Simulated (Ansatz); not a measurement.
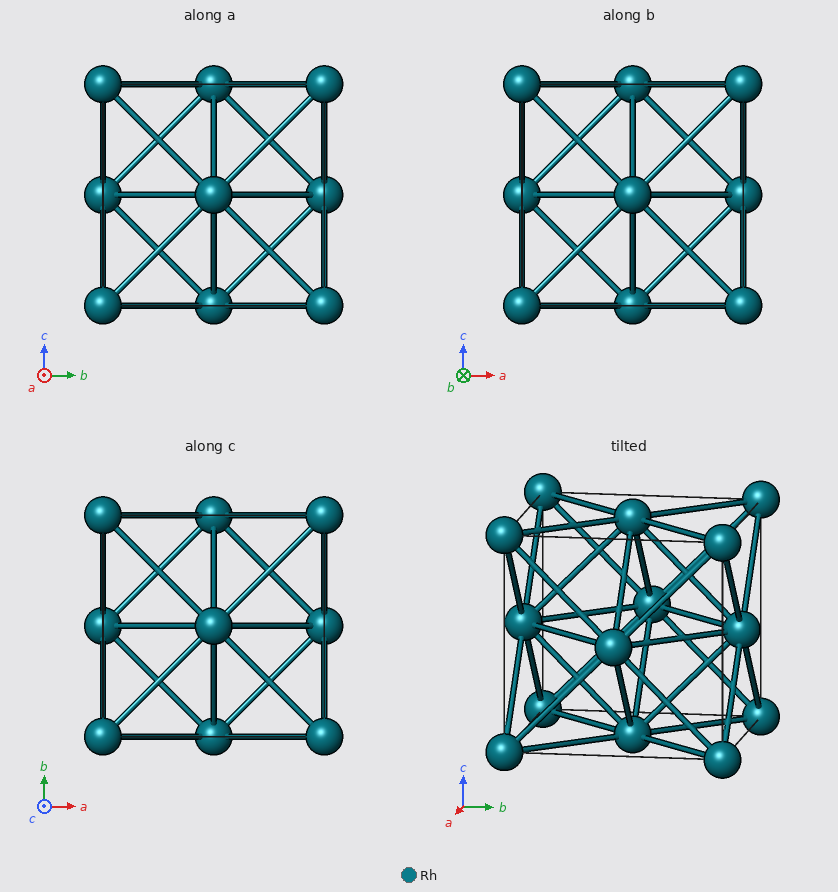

An orthographic ball-and-stick view of the structure, along the a axis, along the b axis, along the c axis and slightly off an axis. The conventional unit cell is outlined; an atom on or near a face, edge or corner is repeated at each equivalent position.

Lattice parameters: a = 3.8300 Å, b = 3.8300 Å, c = 3.8300 Å, α = 90.000°, β = 90.000°, γ = 90.000°.

### Put the structure into a CIF in P1 with every atom of the cell.

```cif
data_structure
_symmetry_space_group_name_H-M 'P 1'
_symmetry_Int_Tables_number 1
_cell_length_a 3.8300
_cell_length_b 3.8300
_cell_length_c 3.8300
_cell_angle_alpha 90.000
_cell_angle_beta 90.000
_cell_angle_gamma 90.000
_cell_volume 56.18
loop_
_atom_site_label
_atom_site_type_symbol
_atom_site_fract_x
_atom_site_fract_y
_atom_site_fract_z
_atom_site_occupancy
Rh1 Rh 0.0000 0.0000 0.0000 1
Rh2 Rh 0.0000 0.5000 0.5000 1
Rh3 Rh 0.5000 0.0000 0.5000 1
Rh4 Rh 0.5000 0.5000 0.0000 1
```

The structure was taken from a structure type filled with this element by a generator (whether the element takes this form wasn't checked). Earlier steps of the study may have refined or changed the cell and positions. It was run through Ansatz as a DFT input.
